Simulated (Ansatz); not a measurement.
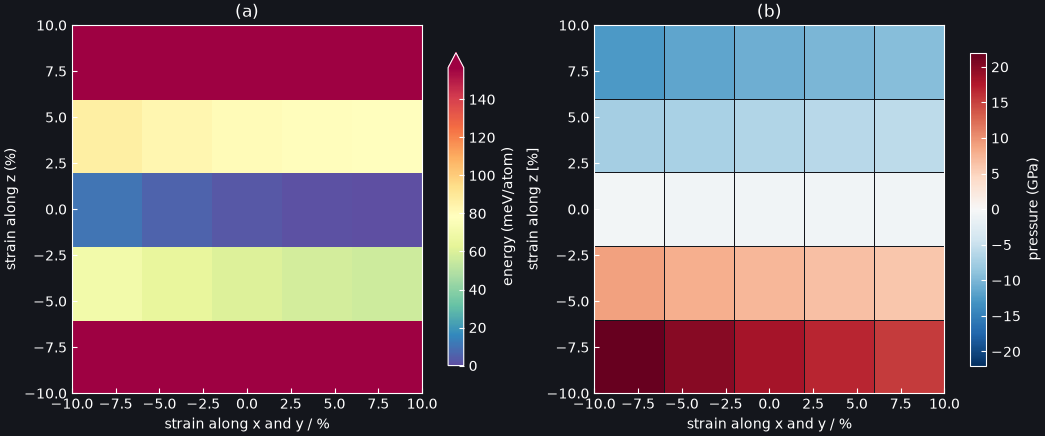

N (P6_3/mmc, No. 194; 4 atoms in the cell). 
- The cell is strained homogeneously, by one strain along x and y and another along z, with fractional coordinates fixed (x along [1 0 0], z along [0 0 1] of the conventional cell).
- First axis: strain along x and y. Second axis: strain along z.
- The scan uses a 5 × 5 grid.
- Energies are in meV/atom, from the lowest grid point.
- The reference cell is the one listed in the database, not relaxed at this level.
- Theory: DFT PBEsol, scalar-relativistic, plane waves, PAW in Ansatz 0.2.0. Settings: cutoff 420 eV, k-mesh 6×6×4 in the order of the run's cell vectors, gaussian smearing 0.05 eV, no spin polarisation.

Panel (a) is the energy; panel (b) is the computed pressure, in GPa.

In the figure: one coloured cell a grid point, one colour for all values above the top of the scale.

Question: How does the pressure vary over the map, and what is it at the lowest grid point?

Answer: It runs from −12.5 GPa at strain along x and y = −8 %, strain along z = 8 % to 22.0 GPa at strain along x and y = −8 %, strain along z = −8 %. At the lowest grid point, strain along x and y = 8 %, strain along z = 0 %, it is −0.7 GPa. That point lies on the edge of the scan.
